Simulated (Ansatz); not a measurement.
## Electronic structure of LiH in real space

Input

```
crystal:
  lattice:
    - [0.0, 2.1304567805, 2.1304567805]
    - [2.1304567805, 0.0, 2.1304567805]
    - [2.1304567805, 2.1304567805, 0.0]
  atoms:
    - { symbol: Li, position: [0.0, 0.0, 0.0] }
    - { symbol: H, position: [0.25, 0.25, 0.25] }
kpoints:
  mp_grid: { grid: [13, 13, 13] }
scf:
  occupations: { method: fermi_dirac, width: 0.05 }
hamiltonian:
  xc: pbe
  pseudopotentials: { kind: paw }
output:
  forces: true
  stress: true
  eigenvalues: true
  efg: { contact_densities: true }
  write_density: true
  write_potential: true
  elf: true
  volumetric_format: npy
```

Run with:

```sh
ansatz run input.yaml --threads 1 --pin off --max-ram 2048MiB --backend cpu --events-out ev --progress --plain --runs-dir out
```

Below, planes, directions and counts refer to the conventional cell (a = 4.26 Å, b = 4.26 Å, c = 4.26 Å, α = 90.00°, β = 90.00°, γ = 90.00°).

Space group F-43m.

Method: Ansatz 0.2.0, DFT, PBE, PAW with Ansatz's default frozen-core files, scalar-relativistic.

Core electrons are frozen (PAW), and the valence fields are smoothed inside the atomic spheres.

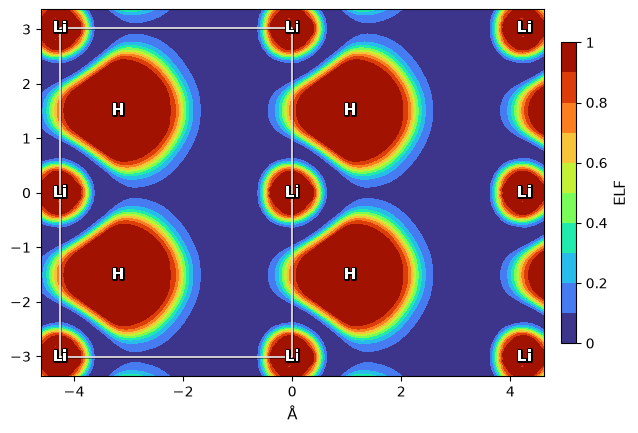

Figure 1. ELF on the (101) plane of the conventional cell.

### Describe what can be read from this map.

Atoms in the plane: Li and H. Li–H (1.85 Å): the ELF climbs to about 1 towards the hydrogen: an ionic contact to a hydride ion. The features right at Li lie inside the PAW spheres, where the map follows smoothed inner orbitals and isn't to be read closely.

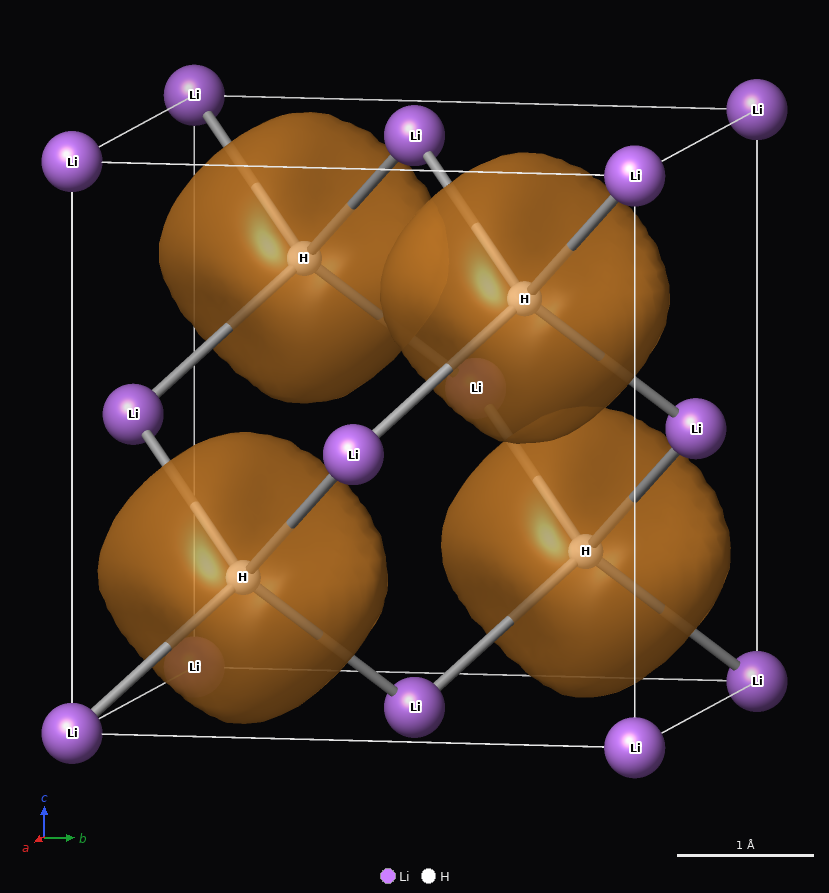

Figure 2. Isosurface of the ELF at 0.75 (orange), seen slightly off an axis. Only the valence region is drawn (cores and ρ < 0.01 e/Å³ removed). Sticks mark near contacts.

### Where are the electrons localised?

The surface consists of four regions around hydrogen nuclei, counted in one cell of 8 atoms. Any copies at cell faces, edges or corners count once.

### Does the calculation make it a metal, or give it a gap?

It is gapped, with a Kohn–Sham gap of 4.4 eV on the k-point mesh, an upper bound to the gap of this method.
